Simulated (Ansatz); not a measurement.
Single-point calculation, with input and output: SrTiO3

- system: SrTiO3 (Pm-3m, 5 atoms in the cell)
- method: DFT PBE+U, scalar-relativistic, plane waves, PAW, Ueff = 4 eV on Ti d, no spin polarisation (Ansatz 0.2.0)

The structure derives from an entry of the Crystallography Open Database. It belongs to a series of runs on one base structure; here: volume × 1.10. Figures and captions count atoms from 1; the log counts them from 0 in places.

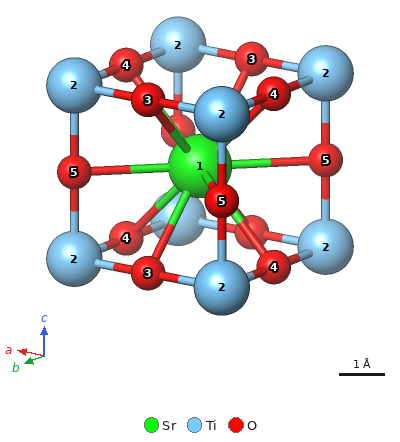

**Figure 1.** The input geometry (ball-and-stick view of the cell of the calculation, seen at an oblique angle; atoms are numbered from 1 in the order of the input).

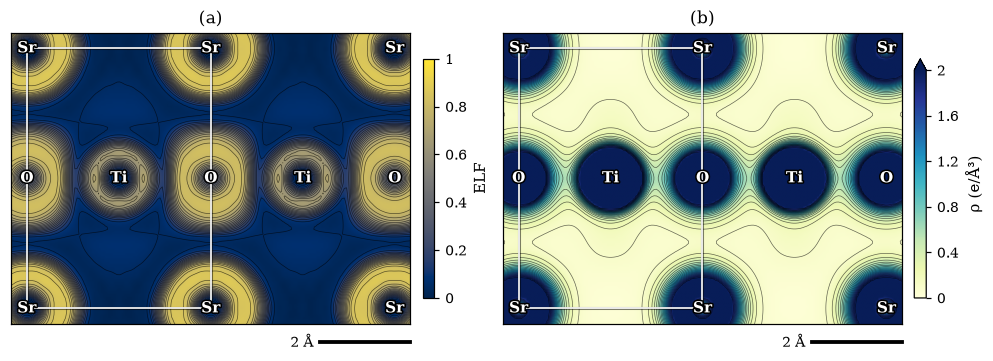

**Figure 2.** (a) electron localisation function; (b) valence pseudo-density on the (101̄) plane of the conventional cell. The plane passes through Sr, Ti and O nuclei. Ti–O (2.04 Å): ρ at the midpoint is about 0.58 e/Å³; the ELF is about 0.20 at the midpoint. Sr–O (2.88 Å): ρ at the midpoint is about 0.11 e/Å³; the ELF is about 0.05 at the midpoint, which marks a largely ionic contact. Away from the nuclei the density in this plane falls to 0.03 e/Å³ at its lowest. The strong features right at Sr and Ti lie inside the PAW spheres (semicore, d or f shells) and say nothing about bonding. The fields are those of the smooth PAW valence density.

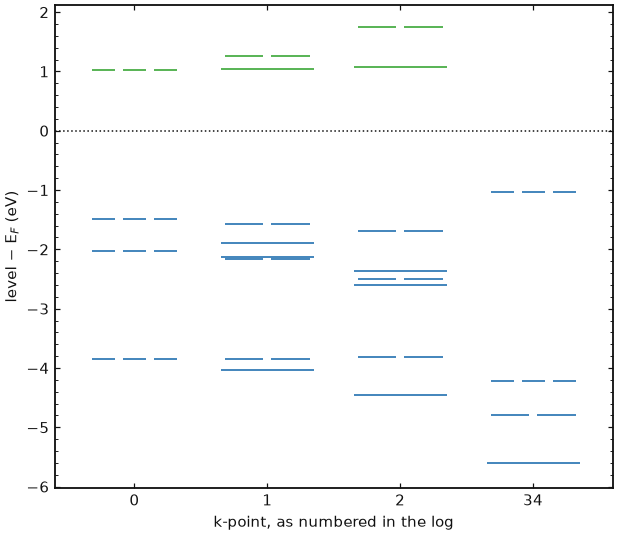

**Figure 3.** Kohn–Sham levels near the Fermi level (dotted) at the few k-points that the log prints; levels within 0.02 eV of each other stand side by side. Among these points the highest filled and lowest empty levels are 2.06 eV apart, which is the gap on the mesh.

The input that produced these results follows, with the program's output.

## Input
```yaml
crystal:
  lattice:
    - [4.0745184077, 0.0, 0.0]
    - [0.0, 4.0745184077, 0.0]
    - [0.0, 0.0, 4.0745184077]
  atoms:
    - { symbol: Sr, position: [0.5, 0.5, 0.5] }
    - { symbol: Ti, position: [0.0, 0.0, 0.0] }
    - { symbol: O, position: [0.5, 0.0, 0.0] }
    - { symbol: O, position: [0.0, 0.5, 0.0] }
    - { symbol: O, position: [0.0, 0.0, 0.5] }
basis:
  ecutwfc: 420
kpoints:
  mp_grid: { grid: [8, 8, 8] }
hamiltonian:
  xc: pbe
  hubbard: { sites: [{ species: Ti, l: d, u_eff: 4.0 }] }
scf:
  occupations: { method: gaussian, width: 0.02 }
output:
  forces: true
  stress: true
  eigenvalues: true
  write_density: true
  write_potential: true
  elf: true
  volumetric_format: npy
```

Launch command:
```bash
ansatz run input.yaml --threads 1 --pin off --max-ram 2560MiB --backend cpu --events-out ev --progress --plain --runs-dir out
```

## The program's output
```
Sr: projections on atomic orbitals take those of the free atom [Ar 3d10] 4s2 4p6 5s2, of charge +0.00 (hamiltonian.pseudopotentials.projection_atoms); the dataset's partial waves leave at most 2.8e-6 of an orbital's norm unspanned inside its sphere
Ti: projections on atomic orbitals take those of the free atom [Ne] 3s2 3p6 3d2 4s2, of charge +0.00 (hamiltonian.pseudopotentials.projection_atoms); the dataset's partial waves leave at most 4.1e-7 of an orbital's norm unspanned inside its sphere
O: projections on atomic orbitals take those of the free atom [He] 2s2 2p4, of charge +0.00 (hamiltonian.pseudopotentials.projection_atoms); the dataset's partial waves leave at most 1.9e-8 of an orbital's norm unspanned inside its sphere
Engine: ansatz 0.2.0, x86_64-unknown-linux-gnu
Pseudopotentials: kind: paw
Pseudopotential: Sr, paw, valence charge 10, recommended cutoff 420 eV (normal), Sr.paw.azcp
Pseudopotential: Ti, paw, valence charge 12, recommended cutoff 420 eV (normal), Ti.paw.azcp
Pseudopotential: O, paw, valence charge 6, recommended cutoff 420 eV (normal), O.paw.azcp
Functional definition: PBE
  parameter kappa = 0.804
  parameter beta = 0.06672455060314922
  exchange = pbe_x(kappa = kappa, mu = beta*pi^2/3)
  correlation = pbe_c(beta = beta)
Crystal: 5 atoms, lattice volume = 67.644 Å³
Basis set: ecut = 420 eV, 1357 PW (Γ), exchange–correlation on 60×60×60 points (8 copies of the dense FFT grid, shifted against one another)
Bands: 25, of which v1, the nominal top of the filled ones, is band 20 counted from 1 (19 counted from 0)
Symmetry: 48 space group operations
Space group: Pm-3m (ITA 221), of the structure as read, at distance tolerance 4.1e-5 Å
k-points: 35 of 512
Non-local potential: Sr, projectors of the file, l = 0: 3, l = 1: 2, l = 2: 2
Non-local potential: Ti, projectors of the file, l = 0: 3, l = 1: 2, l = 2: 3, l = 3: 1
Non-local potential: O, projectors of the file, l = 0: 2, l = 1: 2, l = 2: 1
PAW form: soft (Blöchl's): semilocal exchange-correlation on the pseudo side does not see the compensation charge
PAW one-centre angular grid: Sr, 110 points (default); XC on 64 Gauss nodes
PAW one-centre angular grid: Ti, 590 points (default); XC on 64 Gauss nodes
PAW one-centre angular grid: O, 110 points (default); XC on 64 Gauss nodes
Initial density: superposition of atomic densities (chi_scale 0.1, normalization cell, long waves kept (reshape's long-wave potential 0.00 eV rms))
Initial wavefunctions: pseudopotential atomic-orbital guess
Functional: x = pbe(κ = 0.804, μ = 0.2195149727645171), c = pbe(β = 0.06672455060314922)
SCF iter   1: F=—  HF=-7751.288238 eV  |F-HF|=—  |Δ(HF+E_count)|=         —  Δρ=5.89e-2  dr2=3.00e0  ethr=3.10e-3  ⟨swp⟩=7.6  Hψ=4728  notcnv=0
preconditioner: auto → Resta (q_TF=auto, 2.500 Å⁻¹)  ε∞=4.8  [insulator: Δε(μ)=3.015 eV  Ē_g=12.756 eV  σ=0.020 eV  W_gap=1.00  n_scr=18 (ndim 8)  ℏωp=24.7 eV  f_vac=0.000  D(μ)=0.00/eV (n_scr^D=0)  ε∞_Penn≈4.8]
SCF iter   2: F=—  HF=-7750.779556 eV  |F-HF|=—  |Δ(HF+E_count)|=   5.09e-1  Δρ=3.33e-2  dr2=5.63e-1  ethr=3.10e-3  ⟨swp⟩=3.0  Hψ=2016  notcnv=0  defer=35
SCF iter   3: F=—  HF=-7750.734121 eV  |F-HF|=—  |Δ(HF+E_count)|=   4.54e-2  Δρ=1.55e-2  dr2=1.95e-1  ethr=1.41e-3  ⟨swp⟩=2.3  Hψ=1422  notcnv=0  defer=35
SCF iter   4: F=—  HF=-7750.736140 eV  |F-HF|=—  |Δ(HF+E_count)|=   2.02e-3  Δρ=6.94e-3  dr2=2.49e-2  ethr=4.87e-4  ⟨swp⟩=2.3  Hψ=1585  notcnv=0  defer=35
SCF iter   5: F=—  HF=-7750.741027 eV  |F-HF|=—  |Δ(HF+E_count)|=   4.89e-3  Δρ=1.74e-3  dr2=1.68e-3  ethr=6.23e-5  ⟨swp⟩=2.4  Hψ=1533  notcnv=0  defer=35
SCF iter   6: F=—  HF=-7750.742040 eV  |F-HF|=—  |Δ(HF+E_count)|=   1.01e-3  Δρ=3.37e-4  dr2=7.31e-5  ethr=4.21e-6  ⟨swp⟩=2.3  Hψ=1273  notcnv=0  defer=35
SCF iter   7: F=—  HF=-7750.742125 eV  |F-HF|=—  |Δ(HF+E_count)|=   8.55e-5  Δρ=6.84e-5  dr2=4.33e-6  ethr=1.83e-7  ⟨swp⟩=2.0  Hψ=1397  notcnv=0  defer=35
SCF iter   8: F=—  HF=-7750.742130 eV  |F-HF|=—  |Δ(HF+E_count)|=   4.64e-6  Δρ=2.19e-5  dr2=3.78e-7  ethr=1.08e-8  ⟨swp⟩=2.0  Hψ=1325  notcnv=0  defer=35
SCF iter   9: F=-7750.742130 eV  HF=-7750.742130 eV  |F-HF|=3.60e-8  |Δ(HF+E_count)|=   9.95e-8  Δρ=7.36e-6  dr2=5.68e-8  ethr=2.50e-10  ⟨swp⟩=15.5  Hψ=7059  notcnv=0
SCF 1 converged in 9 iterations: F = -7750.742130 eV  dr2 = 5.68e-8
  greatest PAW one-centre occupation: 0.999 electrons in one spin orbital (limit 2), on the Ti atom at site 1 (counted from 0), in its partial waves of l = 0
SCF converged after 9 iterations
Free energy (F): -7750.742130 eV
Harris-Foulkes:  -7750.742130 eV  (|F-HF|=3.60e-8)
Internal energy: -7750.742130 eV  (E = F + TS)
E sigma→0 (E₀):  -7750.742130 eV
Fermi energy:    9.519155 eV
--- Per-component energies (eV) ---
  E_band       = -275.851878
  E_kinetic    = 1034.788890
  E_local      = -2538.053246  (includes V_loc(G=0)·N_el)
  E_nonlocal   = 345.704776
  E_hartree    = 879.074518
  E_xc         = -493.347392
  E_vxc        = -567.922444  (∫ρ·V_xc dr)
  E_hubbard    = 3.307553  (on-site DFT+U / exact-exchange correction)
  E_vhub       = 2.319321  (the Hubbard potential's part of the band-sum identity)
  E_paw        = -4211.213773  (= ΣΔE_a)
  E_vpaw       = -310.839601  (= ΣTr[D̂ρ^β])
  E_aug_tail   = 0.007526  (compensation charges beyond the density's cutoff)
  E_ewald      = -2771.010981
  E_smearing   = -0.000000  (= −TS)
  E_closure    = 0.000000  (closes the sum)
  Σ components = -7750.742130   (vs F -7750.742130, Δ=0.00e0)
--- Forces (eV/Å), atoms counted from 1 ---
  atom   1  Sr     0.00000000     0.00000000     0.00000000
  atom   2  Ti    -0.00000000     0.00000000     0.00000000
  atom   3  O      0.00000000    -0.00000000     0.00000000
  atom   4  O      0.00000000     0.00000000     0.00000000
  atom   5  O      0.00000000     0.00000000     0.00000000
  max |Σ_I F_I| component: 1.86e-29 eV/Å
--- Stress (GPa, compression-positive) ---
      -13.022548       0.000000       0.000000
        0.000000     -13.022548      -0.000000
        0.000000      -0.000000     -13.022548
  P = ⅓ Tr σ = -13.0225 GPa (-130.225 kbar)
--- Band table (eV; the first three rows and the last of 35) ---
  k-point 0: bands = ["-49.6000", "-25.7310", "-25.7310", "-25.7310", "-24.7037", "-8.5478", "-7.5742", "-7.5742", "-6.6618", "-6.6618", "-6.6618", "5.6675", "5.6675", "5.6675", "7.4973", "7.4973", "7.4973", "8.0296", "8.0296", "8.0296", "10.5496", "10.5496", "10.5496", "11.6970", "11.6970"]
  k-point 1: bands = ["-49.5999", "-25.7361", "-25.7308", "-25.7308", "-24.7014", "-8.5512", "-7.6083", "-7.5708", "-6.6571", "-6.6571", "-6.5690", "5.4901", "5.6757", "5.6757", "7.3553", "7.3553", "7.3884", "7.6234", "7.9546", "7.9546", "10.5637", "10.7789", "10.7789", "11.7008", "12.0983"]
  k-point 2: bands = ["-49.5996", "-25.7485", "-25.7304", "-25.7304", "-24.6959", "-8.5857", "-7.6188", "-7.5627", "-6.6456", "-6.6456", "-6.3891", "5.0621", "5.7017", "5.7017", "6.9114", "7.0235", "7.0235", "7.1461", "7.8331", "7.8331", "10.5982", "11.2642", "11.2642", "11.7089", "12.8066"]
  k-point 34: bands = ["-49.5985", "-25.7600", "-25.7600", "-25.7600", "-24.6716", "-7.4953", "-7.4953", "-7.4953", "-6.8104", "-6.8104", "-6.8104", "3.9199", "4.7215", "4.7215", "5.2946", "5.2946", "5.2946", "8.4887", "8.4887", "8.4887", "12.2919", "12.2919", "12.2919", "14.8702", "14.8702"]
Occupation matrices written to [file]
```

## Key numbers

```json
{"quantity": "outcome", "value": "converged"}
{"quantity": "space group (tolerance 0.01 Å)", "value": "Pm-3m (221)"}
{"quantity": "electrons treated", "value": "40"}
{"quantity": "free energy", "value": "−7750.7421 eV"}
{"quantity": "Fermi energy", "value": "9.519 eV"}
{"quantity": "gap on the k-point mesh", "value": "2.06 eV"}
{"quantity": "pressure", "value": "−13.02 GPa"}
{"quantity": "largest force (length of the vector)", "value": "under 0.001 eV/Å"}
{"quantity": "hardware", "value": "1 thread of Intel Xeon @ 2.90GHz (Ice Lake), 176 GiB of memory available, shared host"}
{"quantity": "wall time", "value": "6.9 s"}
{"quantity": "peak memory", "value": "0.45 GiB"}
```

## Remarks

The cell is under a tension of 13.0 GPa at this level, so it is not at its equilibrium volume.
